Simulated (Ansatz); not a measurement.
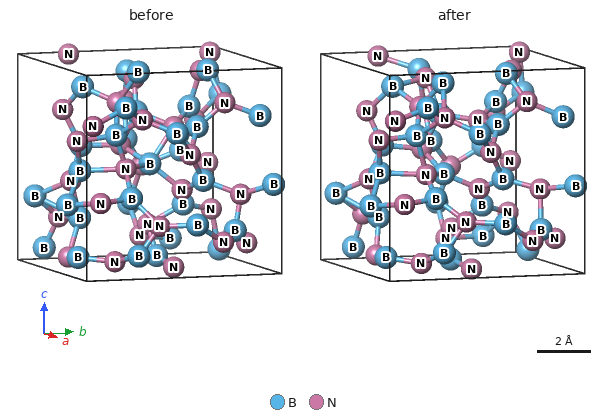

The structure of an amorphous cell of composition B32N32 before (left) and after (right) a relaxation, at one scale.

The picture is a ball-and-stick view of the cell of the calculation (origin shifted), seen from a free direction.

Level of theory: DFT, PBEsol, PAW, plane waves in Ansatz 0.2.0. Set-up: plane-wave cutoff 420 eV; k-point mesh 1 × 1 × 1; no spin polarisation; atoms relaxed in a fixed cell; force threshold 0.03 eV/Å; at most 80 steps.

Question: Summarise the run.

Answer: After 12 geometry steps the energy has fallen by 128 meV per atom. Largest force component: 5 eV/Å at the start, 0.021 eV/Å at the end. The largest move is that of a B atom, 0.51 Å along [0 −1 −1]. By element the largest moves are B 0.51 Å, N 0.44 Å. The cell doesn't change. Some distances before and after: B–N 1.696 → 2.460 Å, B–N 2.310 → 1.580 Å, B–N 2.519 → 1.805 Å, B–N 2.325 → 1.658 Å. New bonds form: B–N (2.23 → 1.68 Å), B–N (2.31 → 1.58 Å), B–N (2.33 → 1.66 Å), B–N (2.52 → 1.80 Å). Bonds break: B–N (1.70 → 2.46 Å). Bond angles that change, for instance: B–N–B 96.3° → 124.3°, N–B–N 132.1° → 111.2°, B–N–B 111.9° → 91.4°. The run took 20 s on 7 threads of Arm Neoverse-V2, peak memory 0.76 GiB.

Limits of the set-up: the periodic images lie only 7.9 Å apart, so the values are limited by the cell's size.
